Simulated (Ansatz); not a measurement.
## Energy of Al₆H along a shift of atoms along one path

System: Al₆H (slab, 14 atoms in the cell).
Method: DFT PBE, scalar-relativistic, plane waves, PAW, PAW set soft_1, no spin polarisation (Ansatz 0.2.0).

The 6 runs differ only in the geometry, by a shift of atoms along one path in a fixed cell. The shift s is measured from run 4: H13 moves along the Cartesian direction (0.00, 0.00, 1.00), and H14 with it in fixed proportion. The structure derives from an entry of the Crystallography Open Database.

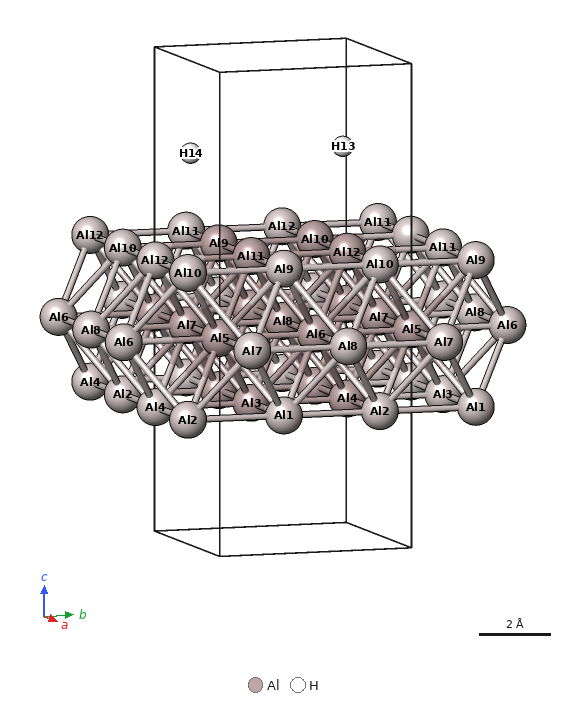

Figure 1. The structure of run 4 (ball-and-stick view of the cell of the calculation, with the vacuum cut short, seen slightly off an axis; neighbours outside the cell are drawn fainter; atoms are numbered from 1 in the order of the input).

## Input of run 4
```yaml
crystal:
  lattice:
    - [5.7135165837, 0.0, 0.0]
    - [0.0, 5.7135165837, 0.0]
    - [0.0, 0.0, 22.1746954317]
  atoms:
    - { symbol: Al, position: [0.25, 0.25, 0.1803857921] }
    - { symbol: Al, position: [0.25, 0.75, 0.1803857921] }
    - { symbol: Al, position: [0.75, 0.25, 0.1803857921] }
    - { symbol: Al, position: [0.75, 0.75, 0.1803857921] }
    - { symbol: Al, position: [0.0, 0.0, 0.2744050922] }
    - { symbol: Al, position: [0.0, 0.5, 0.2744050922] }
    - { symbol: Al, position: [0.5, 0.0, 0.2744050922] }
    - { symbol: Al, position: [0.5, 0.5, 0.2744050922] }
    - { symbol: Al, position: [0.25, 0.25, 0.3686497277] }
    - { symbol: Al, position: [0.25, 0.75, 0.3686497277] }
    - { symbol: Al, position: [0.75, 0.25, 0.3686497277] }
    - { symbol: Al, position: [0.75, 0.75, 0.3686497277] }
    - { symbol: H, position: [0.25, 0.8966485891, 0.4859004925] }
    - { symbol: H, position: [0.25, 1.1033514109, 0.4859004925] }
basis:
  ecutwfc: 420
kpoints:
  mp_grid: { grid: [5, 5, 1] }
hamiltonian:
  xc: pbe
  pseudopotentials: { kind: paw, azcp: { folder: soft_1 } }
scf:
  occupations: { method: gaussian, width: 0.1 }
output:
  forces: true
  eigenvalues: true
efield:
  axis: 3
  dipole_correction: true
  ramp_width: 0.04
```

Command:
```bash
ansatz run input.yaml --threads 1 --pin off --max-ram 3072MiB --backend cpu --events-out ev --progress --plain --runs-dir out
```

Run 2 differs from it as follows:
```diff
-    - { symbol: H, position: [0.25, 0.8966485891, 0.4859004925] }
-    - { symbol: H, position: [0.25, 1.1033514109, 0.4859004925] }
+    - { symbol: H, position: [0.25, 0.8966485891, 0.4466665827] }
+    - { symbol: H, position: [0.25, 1.1033514109, 0.4466665827] }
```

## Results, with one run withheld

```csv
run,shift s of H13 (Å),"free energy per atom, from the lowest run given (meV)",force along the path (eV/Å)
1,−1.1900,0.00,1.086
2,−0.8700,?,?
3,−0.5500,21.12,−0.494
4,0.0000,25.49,0.078
5,0.4000,23.25,0.063
6,1.0000,21.87,0.009
```

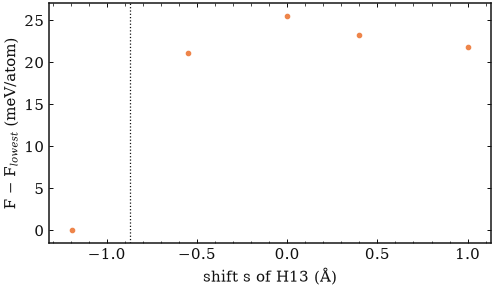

Figure 2. Free energy per atom of the runs given; the dotted line marks run 2.

Estimate the energy of run 2 from the others.

A cubic polynomial in the coordinate, fitted to the 5 runs given, misses them by at most 0.47 meV per atom. With x = s + 0.0680, it reads F = 25.036 + 0.52969 x − 11.189 x² + 7.3643 x³ (meV per atom). At run 2 it gives 13.62 meV per atom, and the run itself gives 4.49. The slope of the fit gives a force −dF/ds of −0.458 eV/Å along the path (summed over the atoms that move), and the printed forces give −0.845 eV/Å. The lowest of the runs given lies at an end of the range; the fit also has a local minimum at s = 0.92 Å. So low a polynomial doesn't follow these energies more closely.

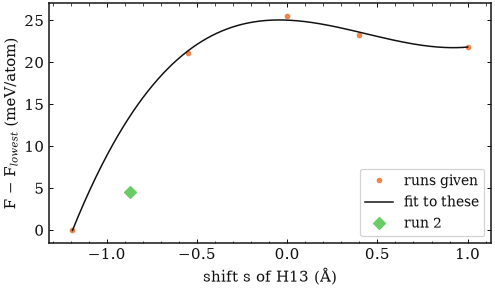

Figure 3. The fit and the withheld run.

## Output, shortened to warnings, some set-up lines, iterations and results (run 2)
```
Basis set: ecut = 420 eV, 14199 PW (Γ), exchange–correlation on 80×80×300 points (8 copies of the dense FFT grid, shifted against one another)
Symmetry: 4 space group operations
k-points: 9 of 25
Initial density: superposition of atomic densities (neutral atoms: chi_scale 0, normalization atom)
[...]
SCF iter   1: F=—  HF=-6478.444516 eV  |F-HF|=—  |Δ(HF+E_count)|=         —  Δρ=1.57e-2  dr2=7.58e0  ethr=3.10e-3  p=0.000 e·Å  D=8.19e-9 V/Å  ΔV_dip=-0.00 eV  …
SCF iter   2: F=—  HF=-6476.878832 eV  |F-HF|=—  |Δ(HF+E_count)|=    1.57e0  Δρ=6.72e-3  dr2=6.66e-1  ethr=3.10e-3  p=-0.078 e·Å  D=-1.94e-2 V/Å  ΔV_dip=0.43 eV  …
SCF iter   3: F=—  HF=-6476.872770 eV  |F-HF|=—  |Δ(HF+E_count)|=   6.06e-3  Δρ=1.96e-3  dr2=6.79e-2  ethr=1.75e-3  p=-0.021 e·Å  D=-5.25e-3 V/Å  ΔV_dip=0.12 eV  …
SCF iter   4: F=—  HF=-6476.867161 eV  |F-HF|=—  |Δ(HF+E_count)|=   5.61e-3  Δρ=8.57e-4  dr2=1.43e-2  ethr=1.79e-4  p=-0.030 e·Å  D=-7.49e-3 V/Å  ΔV_dip=0.17 eV  …
SCF iter   5: F=—  HF=-6476.866090 eV  |F-HF|=—  |Δ(HF+E_count)|=   1.07e-3  Δρ=3.78e-4  dr2=2.07e-3  ethr=3.77e-5  p=-0.029 e·Å  D=-7.31e-3 V/Å  ΔV_dip=0.16 eV  …
SCF iter   6: F=—  HF=-6476.866011 eV  |F-HF|=—  |Δ(HF+E_count)|=   7.82e-5  Δρ=1.42e-4  dr2=6.68e-4  ethr=5.44e-6  p=-0.030 e·Å  D=-7.56e-3 V/Å  ΔV_dip=0.17 eV  …
SCF iter   7: F=—  HF=-6476.865999 eV  |F-HF|=—  |Δ(HF+E_count)|=   1.20e-5  Δρ=4.64e-5  dr2=6.58e-5  ethr=1.76e-6  p=-0.031 e·Å  D=-7.83e-3 V/Å  ΔV_dip=0.17 eV  …
SCF iter   8: F=—  HF=-6476.865860 eV  |F-HF|=—  |Δ(HF+E_count)|=   1.39e-4  Δρ=1.10e-5  dr2=4.38e-6  ethr=1.73e-7  p=-0.032 e·Å  D=-7.99e-3 V/Å  ΔV_dip=0.18 eV  …
SCF iter   9: F=—  HF=-6476.865861 eV  |F-HF|=—  |Δ(HF+E_count)|=   1.20e-6  Δρ=3.52e-6  dr2=2.06e-7  ethr=1.15e-8  p=-0.032 e·Å  D=-8.00e-3 V/Å  ΔV_dip=0.18 eV  …
SCF iter  10: F=-6476.865861 eV  HF=-6476.865861 eV  |F-HF|=2.85e-8  |Δ(HF+E_count)|=   3.73e-7  Δρ=9.21e-7  dr2=1.66e-8  ethr=2.63e-10  p=-0.032 e·Å  D=-8.00e-3 V/Å  …
SCF 1 converged in 10 iterations: F = -6476.865861 eV  dr2 = 1.66e-8
SCF converged after 10 iterations
Free energy (F): -6476.865861 eV
Harris-Foulkes:  -6476.865861 eV  (|F-HF|=2.85e-8)
Internal energy: -6476.836620 eV  (E = F + TS)
E sigma→0 (E₀):  -6476.851241 eV
Entropy (-TS):   -0.029242 eV (-2.089 meV/atom)
Fermi energy:    -0.851966 eV
Dipole field:    D = -0.008024 V/Å  (p = -0.032098 e·Å, saw-weighted, corrected)
Work function:   Φ+ = 4.4443 eV   Φ− = 4.2664 eV
Levels:          The Fermi level and band energies are counted from a zero that moves with the ramp; work functions are not
--- Per-component energies (eV) ---
  E_band       = -187.420435
  E_kinetic    = 272.163653
  E_local      = -7076.063932  (includes V_loc(G=0)·N_el)
  E_nonlocal   = 122.656660
  E_hartree    = 3445.586174
  E_xc         = -456.313093
  E_vxc        = -354.566304  (∫ρ·V_xc dr)
  E_paw        = -5632.981357  (= ΣΔE_a)
  E_vpaw       = -42.581932  (= ΣTr[D̂ρ^β])
  E_aug_tail   = -0.001661  (compensation charges beyond the density's cutoff)
  E_efield     = 0.000129  (sawtooth field / dipole correction)
  E_vefield    = -0.202463  (∫n·V_field dr)
  E_ewald      = 2848.116807
  E_smearing   = -0.029242  (= −TS)
  E_closure    = -0.000000  (closes the sum)
  Σ components = -6476.865861   (vs F -6476.865861, Δ=0.00e0)
--- Forces (eV/Å), atoms counted from 1 ---
  atom   1  Al     0.00000000    -0.00666984     0.12602385
  atom   2  Al     0.00000000     0.00666984     0.12602385
  atom   3  Al     0.00000000     0.07479136    -0.10323278
  atom   4  Al     0.00000000    -0.07479136    -0.10323278
  atom   5  Al    -0.01911551     0.00000000     0.16637437
  atom   6  Al    -0.03115704     0.00000000     0.04159046
  atom   7  Al     0.01911551     0.00000000     0.16637437
  atom   8  Al     0.03115704     0.00000000     0.04159046
  atom   9  Al     0.00000000     0.37313755     0.18963792
  atom  10  Al     0.00000000    -0.37313755     0.18963792
  atom  11  Al     0.00000000     0.04408360     0.00224840
  atom  12  Al     0.00000000    -0.04408360     0.00224840
  atom  13  H      0.00000000     0.90842903    -0.42262557
  atom  14  H      0.00000000    -0.90842903    -0.42262557
  max |Σ_I F_I| component: 3.33e-5 eV/Å
```
